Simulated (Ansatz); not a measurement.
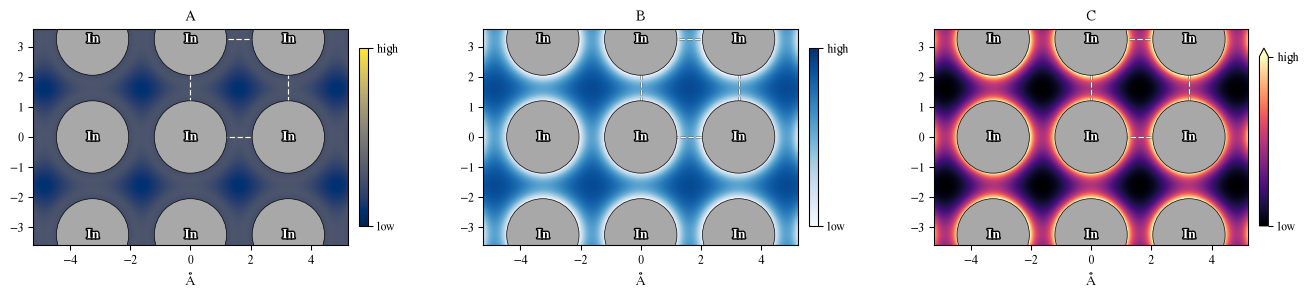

In: 3 fields on the (001) plane of the conventional cell, with unlabelled colour scales. Grey discs cover the atomic cores.

Space group I4/mmm; computed pressure about −5 GPa in this cell.

These are results of Kohn-Sham DFT of a periodic cell, LDA with D3(BJ)-ATM, spin-orbit coupling, Ansatz PAW (Ansatz), not measurements.

Which field does each panel show? The fields are: electron localisation function, electrostatic potential energy of an electron and valence pseudo-density.

Panel A: electron localisation function. Panel B: electrostatic potential energy of an electron (low next to the atoms, rising into the space between them). Panel C: valence pseudo-density. From the grid: In–In (3.25 Å): ρ at the midpoint is about 0.15 e/Å³; the ELF is about 0.30 at the midpoint (no localised pair shows between them).
